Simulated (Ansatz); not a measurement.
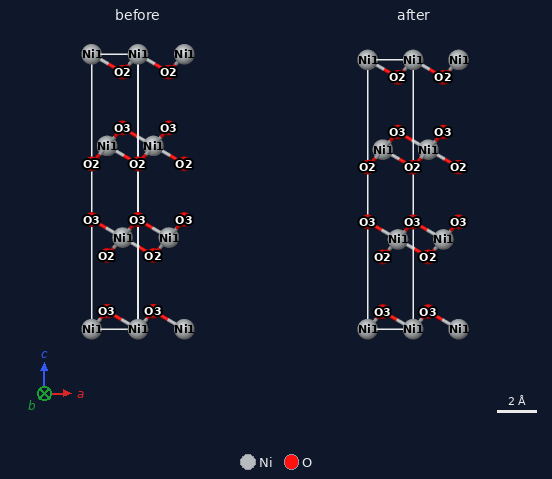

The structure of solid NiO2 (set up in R-3m) before (left) and after (right) a relaxation, at one scale.

Style: ball-and-stick. Shown: the conventional cell (3 times the calculation's cell), repeated 2 × 1 × 1 with one cell outlined, along the b axis. Lengths and directions refer to the drawn axes.

Case: relaxed again under DFT LDA, scalar-relativistic, plane waves, PAW.

Computed with DFT LDA, scalar-relativistic, plane waves, PAW (Ansatz).

The input:
```yaml
crystal:
  lattice:
    - [1.4053036779, 0.8113524567, 4.8145016877]
    - [-1.4053036779, 0.8113524567, 4.8145016877]
    - [0.0, -1.6227049135, 4.8145016877]
  atoms:
    - { symbol: Ni, position: [0.0, 0.0, 0.0] }
    - { symbol: O, position: [0.6012961353, 0.6012961353, 0.6012961353] }
    - { symbol: O, position: [0.3987038647, 0.3987038647, 0.3987038647] }
basis:
  ecutwfc: 420
kpoints:
  mp_grid: { grid: [12, 12, 12] }
hamiltonian:
  xc: lda
scf:
  occupations: { method: gaussian, width: 0.02 }
output:
  forces: true
  stress: true
  eigenvalues: true
relax:
  adjacent_minimum: "off"
  f_tol: 0.005
  max_steps: 50
  cell: { stress_tol: 0.05 }
```

Q: Summarise the run.

A: After 7 accepted moves (10 points after the start) the energy has fallen by 72.2 meV per cell of the calculation. Largest force component: 0.86 eV/Å at the start, under 0.0001 eV/Å at the end. The pressure goes from −11.30 to −0.02 GPa. The SCF was repeated 3 times at an unchanged geometry on a basis and grid sized afresh for the cell, which shifted the energy by 8.6 meV per cell of the calculation at most. No atom moves by more than 0.005 Å relative to the cell. The volume changes by −5.7 %, with a = b 2.811 → 2.758 Å (−1.9 %), c 14.444 → 14.147 Å (−2.1 %). Among the contacts that change: Ni1–O2 1.877 → 1.840 Å. The space group stays R-3m (No. 166).
